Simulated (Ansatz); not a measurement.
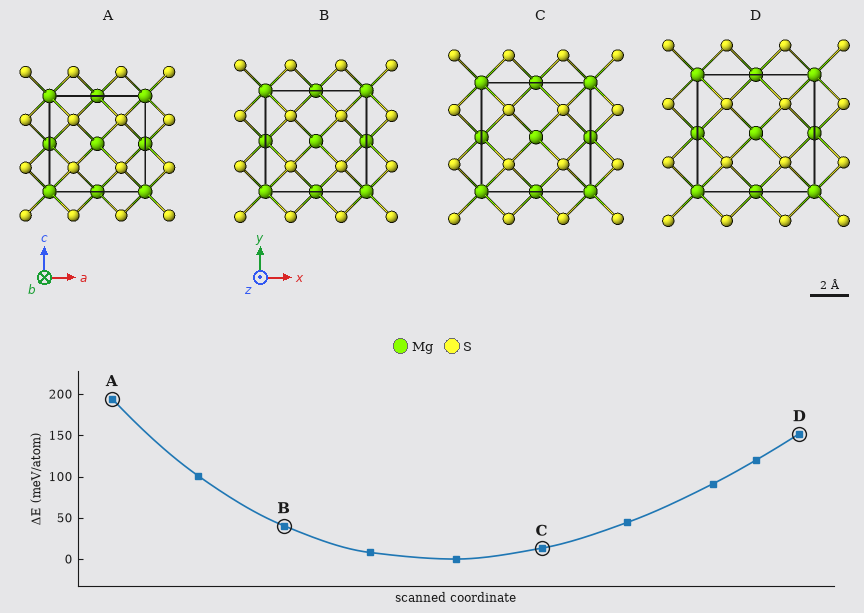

Frames of a one-coordinate scan of a crystal of MgS (F-43m). x, y and z are the Cartesian axes of the input. The picture is a ball-and-stick view of the conventional cell (4 times the calculation's cell), seen along the b axis. Lengths and directions refer to the drawn axes.

The calculation used DFT PBEsol, scalar-relativistic, plane waves, PAW in Ansatz. (plane-wave cutoff 420 eV; k-point mesh 8 × 8 × 8; occupations gaussian; smearing width 0.05 eV; no spin polarisation). Energies (free energies at the smearing named) are counted from the cell as listed in its source, which wasn't relaxed.

Which coordinate changes from frame to frame?

Answer. The cell is strained equally along x and y, with the atoms kept at their fractional coordinates. In the frames the strain is −0.10 (A), −0.05 (B), 0.025 (C), 0.10 (D). Of the computed points the lowest is at the strain 0.00, 0.0 meV/atom. The distortion takes the space group from F-43m to I-4m2. At the strain −0.10 the cell of the drawing goes a 5.666 → 5.100 Å, c 5.666 → 5.100 Å.
